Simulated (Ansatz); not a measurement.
Given this structure:

```
Si W
1.0
     4.57609    0.00000    0.00000
    -2.28804    3.96301    0.00000
     0.00000    0.00000    6.60331
Si W
6 3
Direct
  0.83618 0.67236 0.50000
  0.16382 0.83618 0.83333
  0.67236 0.83618 0.16667
  0.16382 0.32764 0.50000
  0.83618 0.16382 0.83333
  0.32764 0.16382 0.16667
  0.00000 0.50000 0.16667
  0.50000 0.50000 0.83333
  0.50000 0.00000 0.50000
```

Question: Work out the structure from the coordinates.

Answer: It has the composition Si$_{2}$W. The atoms follow space group P6_222 (No. 180); the Bravais lattice is primitive hexagonal. It has 9 atoms to the cell (6 Si, 3 W). The numbers of neighbours within bonding distance are Si 10 and W 10. Not all metal-metal contacts are counted.

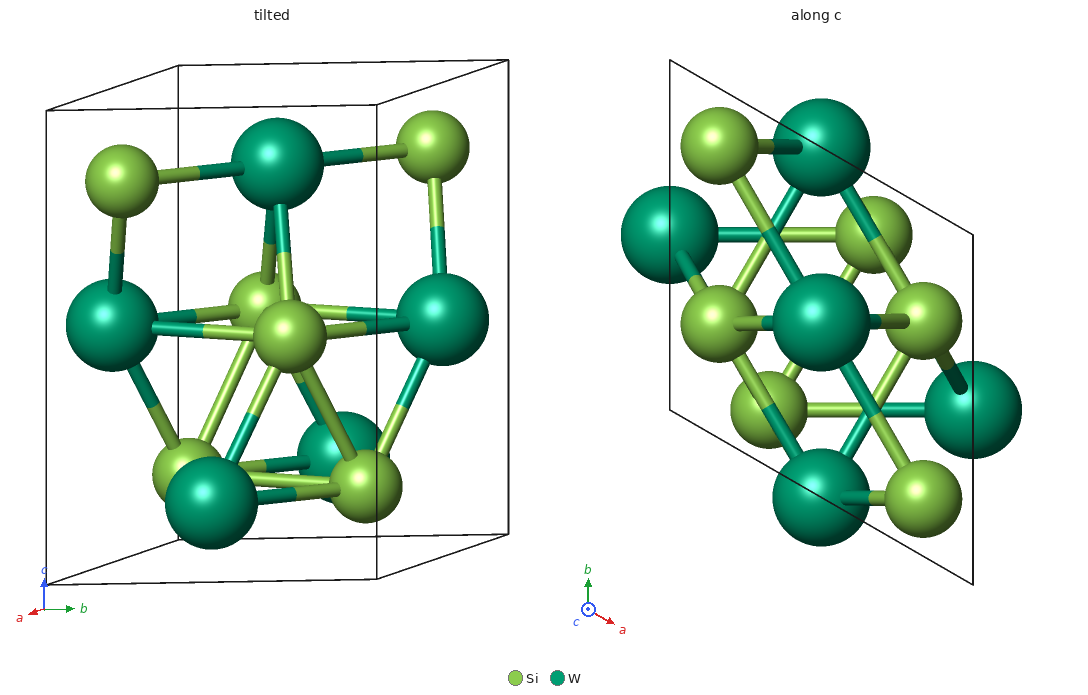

Shown here is a ball-and-stick view of the crystal, taken slightly off an axis and along the c axis. The conventional unit cell is drawn as a box. Colours: silicon green, tungsten teal.

Provenance: a structure listed in the Materials Project. The picture shows the end point of a geometry optimisation with DFT PBEsol, scalar-relativistic, plane waves, PAW (Ansatz).
